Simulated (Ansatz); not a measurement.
System: Ta, space group Im-3m (No. 229).

Starting cell:
```cif
data_structure
_symmetry_space_group_name_H-M 'P 1'
_symmetry_Int_Tables_number 1
_cell_length_a 2.8410
_cell_length_b 2.8410
_cell_length_c 2.8410
_cell_angle_alpha 109.471
_cell_angle_beta 109.471
_cell_angle_gamma 109.471
_cell_volume 17.65
loop_
_atom_site_label
_atom_site_type_symbol
_atom_site_fract_x
_atom_site_fract_y
_atom_site_fract_z
_atom_site_occupancy
Ta1 Ta 0.00000 0.00000 0.00000 1
```

How it was computed, with Ansatz 0.2.0: third-order Birch-Murnaghan fit to density functional energies at scaled volumes of the given relaxed cell, shape and atoms relaxed at each volume; energies count from the fitted minimum; plane waves with PAW datasets, Γ-centred k mesh. Level: PBEsol, no spin polarisation.

| setting | value |
| --- | --- |
| wave cutoff | 420 eV |
| k mesh | 18×18×18 |
| occupations | Gaussian |
| smearing width | 0.1 eV |

Predict the energy above the minimum and pressure against volume. The volume takes the values 15.534, 16.063, 16.593, 17.123, 17.652, 18.182, 18.711, 19.417 Å³/atom.

A third-order Birch–Murnaghan fit gives V0 = 17.65 Å³/atom, B0 = 209 GPa and B′ = 4.0. The energy above the minimum is 204.1 meV/atom at volume 15.534 Å³/atom and 98.3 meV/atom at 19.417 Å³/atom; the lowest computed point is at volume 17.652 Å³/atom (0.1 meV/atom). The pressure falls from 34.09 GPa at volume 15.534 Å³/atom to −16.48 GPa at 19.417 Å³/atom, and changes sign near 17.65 Å³/atom. The solid is metallic at every point.

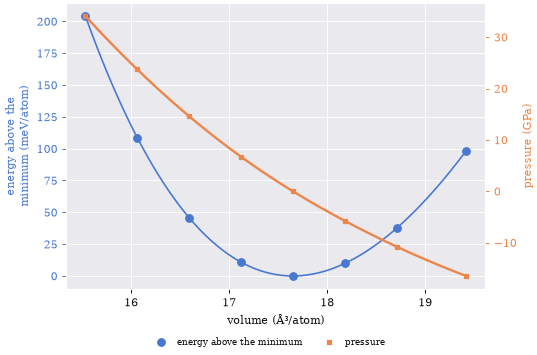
